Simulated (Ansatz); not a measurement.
## Run report: Ir, geometry relaxation (part 2 of 2)

Continued. System: Ir (P6₃/mmc, 6 atoms in the cell). Method: DFT r2SCAN, scalar-relativistic, plane waves, PAW, no spin polarisation (Ansatz 0.2.0); cutoff 500 eV, 8×12×12 k-mesh, Gaussian smearing of 0.1 eV. The structure derives from a Materials Project entry. It belongs to a series of runs on one base structure; here: 6 of 6 Rh sites taken by Ir, cell and atoms relaxed.

Geometry of the input (Å; fractional positions):
```
0.0000  0.0000  -4.4222
-4.0939  -2.3636  0.0000
0.0000  4.7272  0.0000
Ir 0.2500  0.3333  0.3333
Ir 0.2500  0.6667  1.0000
Ir 0.2500  1.0000  0.6667
Ir 0.7500  0.6667  0.6667
Ir 0.7500  1.0000  0.3333
Ir 0.7500  0.3333  -0.0000
```

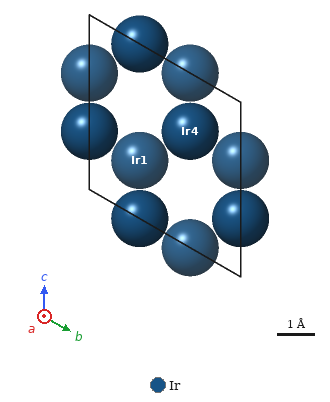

*The geometry at step 3 of the log (spheres-only view of the cell of the calculation, along the a axis; atoms are numbered from 1 in the order of the input).*

### Output, continued
```
--- Forces (eV/Å), atoms counted from 1 ---
  atom   1  Ir     0.00000000     0.00000000     0.00000000
  atom   2  Ir     0.00000000     0.00000000    -0.00000000
  atom   3  Ir     0.00000000     0.00000000     0.00000000
  atom   4  Ir    -0.00000000    -0.00000000    -0.00000000
  atom   5  Ir    -0.00000000    -0.00000000    -0.00000000
  atom   6  Ir    -0.00000000    -0.00000000    -0.00000000
  max |Σ_I F_I| component: 1.54e-18 eV/Å
--- Stress (GPa, compression-positive) ---
        0.014640      -0.000000       0.000000
       -0.000000       0.014640      -0.000000
        0.000000      -0.000000       0.007355
  P = ⅓ Tr σ = 0.0122 GPa (0.122 kbar)
--- Band table (eV; the first three rows and the last of 95) ---
  k-point 0: bands = ["-69.5811", "-69.5061", "-69.4912", "-69.4912", "-69.4912", "-69.4912", "-26.2683", "-26.0336", "-26.0336", "-25.9134", "-25.9134", "-25.9134", "-25.9134", "-25.7834", "-25.7834", "-25.7601", "-25.7601", "-25.7601", "-25.7601", "-25.5403", "-25.5403", "-25.4275", "-25.4189", "-25.4189", "13.8880", "17.0127", "18.4118", "18.4118", "19.3956", "19.3956", "19.3956", "19.3956", "20.1913", "20.1913", "21.0600", "21.0600", "21.0600", "21.0600", "21.3885", "21.4880", "21.4880", "22.1571", "22.1571", "22.9366", "22.9366", "22.9701", "22.9701", "24.6905", "25.4115", "25.4115", "25.4115", "25.4115", "25.7261", "25.7261", "25.7677", "25.7677", "30.1961", "30.1961", "30.1961", "30.1961", "31.7515", "31.7515"]
  k-point 1: bands = ["-69.5797", "-69.5054", "-69.4957", "-69.4952", "-69.4881", "-69.4879", "-26.2623", "-26.0475", "-26.0407", "-25.9381", "-25.9219", "-25.9023", "-25.8846", "-25.8049", "-25.8003", "-25.7612", "-25.7562", "-25.7216", "-25.7173", "-25.5542", "-25.5450", "-25.4335", "-25.4301", "-25.4213", "13.9833", "17.0974", "18.4184", "18.4295", "19.1938", "19.2093", "19.3115", "19.4521", "20.1763", "20.3110", "20.9141", "20.9395", "21.1807", "21.2342", "21.2618", "21.5670", "21.6750", "22.1029", "22.2315", "22.8488", "22.8595", "22.8797", "22.8991", "24.0732", "25.0741", "25.2227", "25.6954", "25.7609", "25.7759", "25.7928", "25.7985", "26.4698", "29.7784", "30.1196", "30.1466", "30.5627", "32.0977", "32.1090"]
  k-point 2: bands = ["-69.5755", "-69.5035", "-69.5018", "-69.4994", "-69.4863", "-69.4856", "-26.2445", "-26.0788", "-26.0430", "-25.9638", "-25.9519", "-25.8605", "-25.8550", "-25.8381", "-25.8361", "-25.7172", "-25.6968", "-25.6897", "-25.6737", "-25.5935", "-25.5609", "-25.4736", "-25.4376", "-25.4293", "14.2633", "17.3405", "18.4207", "18.5038", "18.8824", "18.9033", "18.9412", "19.4326", "19.9984", "20.6665", "20.8225", "20.8886", "20.9127", "21.4083", "21.5196", "21.8062", "21.9109", "21.9549", "22.4614", "22.5474", "22.6082", "22.6362", "22.7004", "23.4255", "24.6961", "25.3124", "25.8463", "25.8542", "25.8959", "25.9164", "26.0608", "27.6337", "29.0523", "29.7540", "30.2413", "31.3728", "32.8098", "32.9374"]
  k-point 94: bands = ["-69.5087", "-69.5087", "-69.5087", "-69.5087", "-69.5087", "-69.5087", "-26.0808", "-26.0808", "-26.0808", "-26.0808", "-26.0808", "-26.0808", "-25.6511", "-25.6511", "-25.6511", "-25.6511", "-25.6511", "-25.6511", "-25.5923", "-25.5923", "-25.5923", "-25.5923", "-25.5923", "-25.5923", "17.6830", "17.6830", "17.6830", "17.6830", "17.6830", "17.6830", "19.5870", "19.5870", "19.5870", "19.5870", "19.5870", "19.5870", "22.4917", "22.4917", "22.4917", "22.4917", "22.4917", "22.4917", "23.1214", "23.1214", "23.1214", "23.1214", "23.1214", "23.1214", "25.4085", "25.4085", "25.4085", "25.4085", "25.4085", "25.4085", "26.2877", "26.2877", "26.2877", "26.2877", "26.2877", "26.2877", "37.3549", "37.3549"]
--- Relaxed structure (3 steps of the walk, 3 accepted, 1 SCFs on fresh bases) ---
  F+E_penalty+E_count = -71691.81400817 eV   max|allowed force component| = 2.371e-17 eV/Å   (the final SCF, on the basis selected at the relaxed cell)
  cell:  # Å, volume = 85.5867 Å³
    - [2.1044362504855815e-33, -2.0183526890418417e-20, -4.423996926288019]
    - [-4.093182242627076, -2.363199869622939, -1.0787831702994875e-20]
    - [2.0200376839740872e-33, 4.726399739245878, 2.1575663405993648e-20]
  atoms:
    - { symbol: Ir, position: [0.25, 0.3333333333333333, 0.33333333333333326] }
    - { symbol: Ir, position: [0.25, 0.6666666666666666, 1.0] }
    - { symbol: Ir, position: [0.25, 1.0, 0.6666666666666665] }
    - { symbol: Ir, position: [0.75, 0.6666666666666666, 0.6666666666666665] }
    - { symbol: Ir, position: [0.75, 1.0, 0.3333333333333333] }
    - { symbol: Ir, position: [0.75, 0.3333333333333333, 2.775877840125919e-17] }
```

### Trajectory as extended XYZ (Å, eV, eV/Å), 4 frames, from step=1 to step=4
```
6
Lattice="0.0000 0.0000 -4.4222 -4.0939 -2.3636 0.0000 0.0000 4.7272 0.0000" Properties=species:S:1:pos:R:3:forces:R:3 step=1 energy=-71691.81399 pressure_GPa=0.05
Ir   -1.3646    0.7879   -1.1055    0.0000   0.0000   0.0000
Ir   -2.7292    3.1515   -1.1055    0.0000   0.0000   0.0000
Ir   -4.0939    0.7879   -1.1055    0.0000   0.0000   0.0000
Ir   -2.7292    1.5757   -3.3166    0.0000   0.0000   0.0000
Ir   -4.0939   -0.7879   -3.3166    0.0000   0.0000   0.0000
Ir   -1.3646   -0.7879   -3.3166    0.0000   0.0000   0.0000
6
Lattice="0.0000 0.0000 -4.4253 -4.0931 -2.3632 0.0000 0.0000 4.7263 0.0000" Properties=species:S:1:pos:R:3:forces:R:3 step=2 energy=-71691.81397 pressure_GPa=-0.09
Ir   -1.3644    0.7877   -1.1063    0.0000   0.0000   0.0000
Ir   -2.7288    3.1509   -1.1063    0.0000   0.0000   0.0000
Ir   -4.0931    0.7877   -1.1063    0.0000   0.0000   0.0000
Ir   -2.7288    1.5754   -3.3190    0.0000   0.0000   0.0000
Ir   -4.0931   -0.7877   -3.3190    0.0000   0.0000   0.0000
Ir   -1.3644   -0.7877   -3.3190    0.0000   0.0000   0.0000
6
Lattice="0.0000 0.0000 -4.4240 -4.0932 -2.3632 0.0000 0.0000 4.7264 0.0000" Properties=species:S:1:pos:R:3:forces:R:3 step=3 energy=-71691.81400 pressure_GPa=0.01
Ir   -1.3644    0.7877   -1.1060    0.0000   0.0000   0.0000
Ir   -2.7288    3.1509   -1.1060    0.0000   0.0000   0.0000
Ir   -4.0932    0.7877   -1.1060    0.0000   0.0000   0.0000
Ir   -2.7288    1.5755   -3.3180    0.0000   0.0000   0.0000
Ir   -4.0932   -0.7877   -3.3180    0.0000   0.0000   0.0000
Ir   -1.3644   -0.7877   -3.3180    0.0000   0.0000   0.0000
6
Lattice="0.0000 0.0000 -4.4240 -4.0932 -2.3632 0.0000 0.0000 4.7264 0.0000" Properties=species:S:1:pos:R:3:forces:R:3 step=4 energy=-71691.81401 pressure_GPa=0.01
Ir   -1.3644    0.7877   -1.1060    0.0000   0.0000   0.0000
Ir   -2.7288    3.1509   -1.1060    0.0000   0.0000   0.0000
Ir   -4.0932    0.7877   -1.1060    0.0000   0.0000   0.0000
Ir   -2.7288    1.5755   -3.3180    0.0000   0.0000   0.0000
Ir   -4.0932   -0.7877   -3.3180    0.0000   0.0000   0.0000
Ir   -1.3644   -0.7877   -3.3180    0.0000   0.0000   0.0000
```

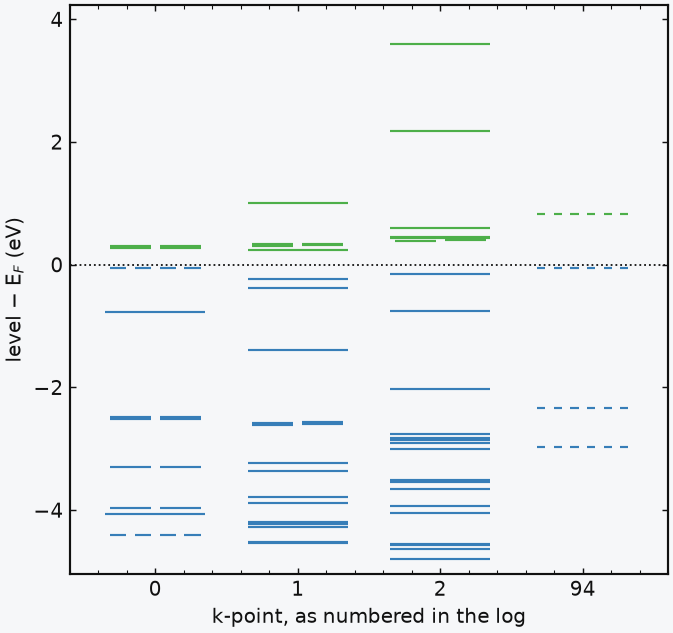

*Kohn–Sham levels near the Fermi level (dotted) at the few k-points that the log prints; levels within 0.02 eV of each other stand side by side.*

The system is metallic on the full mesh.

### Results in brief

| quantity | value |
| --- | --- |
| outcome | converged |
| space group (tolerance 0.01 Å) | P6₃/mmc (194) |
| electrons treated | 102 |
| free energy | −71691.8140 eV |
| Fermi energy | 25.458 eV |
| gap on the k-point mesh | none (metallic) |
| pressure | 0.01 GPa |
| final volume | 85.59 Å³ |
| largest force (length of the vector) at the end | under 0.001 eV/Å |
| final cell | a = 4.424 Å, b = 4.726 Å, c = 4.726 Å, α = 120.00°, β = 90.00°, γ = 90.00° |
| hardware | 1 thread of Intel Xeon @ 2.50GHz (Skylake/Cascade Lake), 189 GiB of memory available, shared host |
| wall time | 5.1 min |
| peak memory | 0.86 GiB |

### Remarks

Spin–orbit coupling is left out, which matters for Ir.
